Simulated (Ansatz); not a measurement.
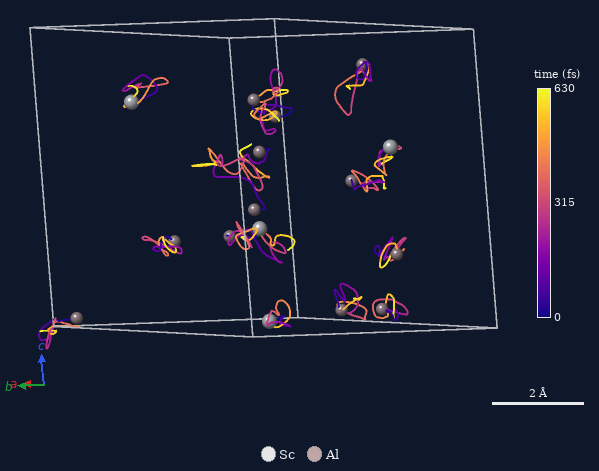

A Born-Oppenheimer molecular dynamics run of an amorphous cell of composition ScAl₃ (16 atoms in the cell), 630 fs long. It starts from the last geometry of an earlier run, with fresh velocities. Lines trace each atom's path, coloured by time; spheres stand at the starting positions. Seen from a free direction in the simulation cell.

All numbers below come from DFT PBE, scalar-relativistic, plane waves, PAW in Ansatz 0.2.0. Set-up: plane-wave cutoff 420 eV; k-point mesh 1 × 1 × 1; Fermi-Dirac smearing 0.129 eV; volume 1.12 times that of the relaxed crystal; set temperature 1500 K; time step 3 fs.

Question: Describe the motion.

Answer: Root-mean-square distances from the starting positions over the second half, with the common drift of all atoms taken out: Al 0.73 Å, Sc 0.67 Å. Against the typical shortest distance between atoms in the first frame, about 2.5 Å these are large excursions, but over 630 fs one can't yet tell strong vibration from the start of diffusion.

Limits of the set-up: the k-point mesh is coarse for a cell with partly filled bands; the periodic images lie only 6.6 Å apart, so the values are limited by the cell's size.
